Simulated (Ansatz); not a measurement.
**Sn4O9 (cell with a defect): density, localisation and related maps**

```
CELL_PARAMETERS angstrom
-4.82652 0.00000 3.23817
4.82652 0.00000 3.23817
0.00000 4.82837 -3.23817
ATOMIC_POSITIONS crystal
Sn 0.28971 0.77669 0.52915
Sn 0.76377 0.25760 0.52225
Sn 0.02678 0.99500 0.00366
Sn 0.52665 0.51488 0.02358
O 0.87106 0.23856 0.21719
O 0.52643 0.81773 0.32609
O 0.97510 0.75926 0.21411
O 0.45946 0.23687 0.18418
O 0.59406 0.74317 0.81302
O 0.07819 0.25676 0.81922
O 0.02686 0.69067 0.69934
O 0.52668 0.20828 0.71677
O 0.18278 0.36435 0.40266
```

Method: DFT PBE, scalar-relativistic, plane waves, PAW (Ansatz).

The density is the valence pseudo-density of a PAW calculation; it isn't the true density close to the nuclei.

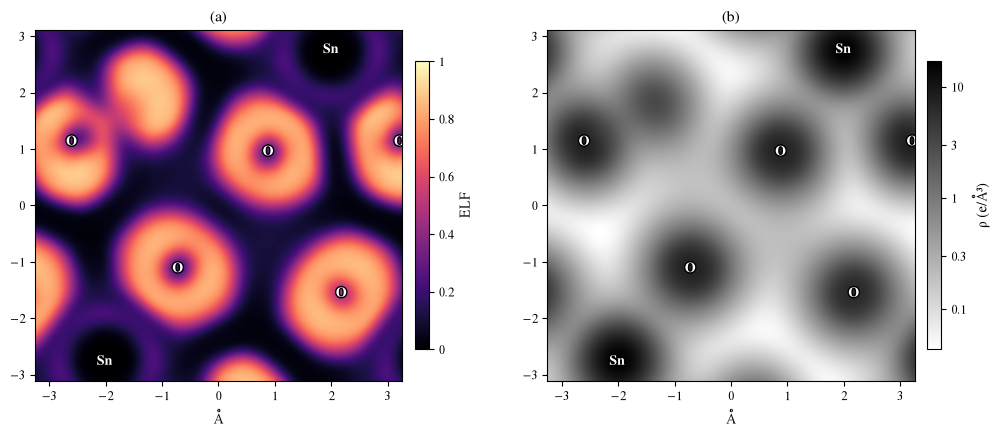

Figure 1. (a) ELF; (b) valence pseudo-density on the (010) plane of the calculation cell.

What does the map show?

Atoms in the plane: Sn and O. Atoms just off the plane (O, 0.5 Å away) can leave unmarked features too. Sn–O (2.04 Å): the density is about 0.71 e/Å³ at the midpoint; the ELF peaks at about 0.85 in the valence shell of O, 0.6 Å from its nucleus, and is about 0.25 at the midpoint; no localised pair shows between them. Sn–O (2.09 Å): the density is about 0.62 e/Å³ at the midpoint; the ELF peaks at about 0.80 in the valence shell of O, 0.6 Å from its nucleus, and is about 0.25 at the midpoint: no shared electron pair shows on this line. Sn–O (2.13 Å): ρ at the midpoint is about 0.56 e/Å³; the ELF peaks at about 0.85 in the valence shell of O, 0.6 Å from its nucleus, and is about 0.20 at the midpoint; no localised pair shows between them. Between the atoms the lowest density in this plane is 0.04 e/Å³. The ELF also peaks beside O, away from the bonds: lone-pair regions.

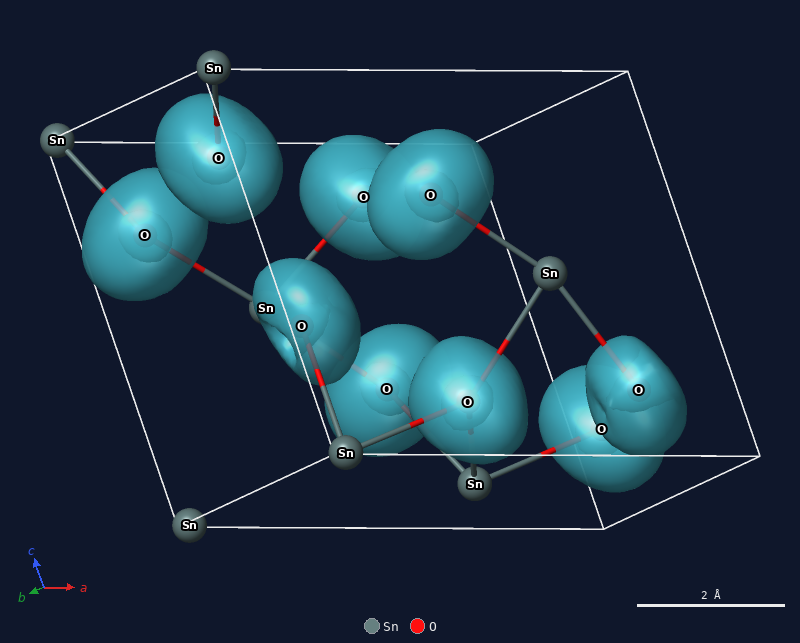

Figure 2. Isosurface of the ELF at 0.7 (cyan), seen at an oblique angle. Only the valence region is drawn (cores and ρ < 0.01 e/Å³ removed). Sticks mark near contacts.

What do the ELF domains correspond to?

The ELF exceeds this value in nine regions wrapped around O (the valence shell of each), counted in one cell of 13 atoms. Any copies at cell faces, edges or corners count once. Profiles from the grid: O–O (1.51 Å): the ELF peaks at about 0.65 between the atoms. Sn–O (2.03 Å): the ELF peaks at about 0.80 in the valence shell of O, 0.6 Å from its nucleus, and is about 0.25 at the midpoint (no localised pair shows between them).

Does the calculation make it a metal, or give it a gap?

It is gapped, with a Kohn–Sham gap of 0.70 eV on the k-point mesh (the band edges may lie off the mesh, which would make the gap smaller).
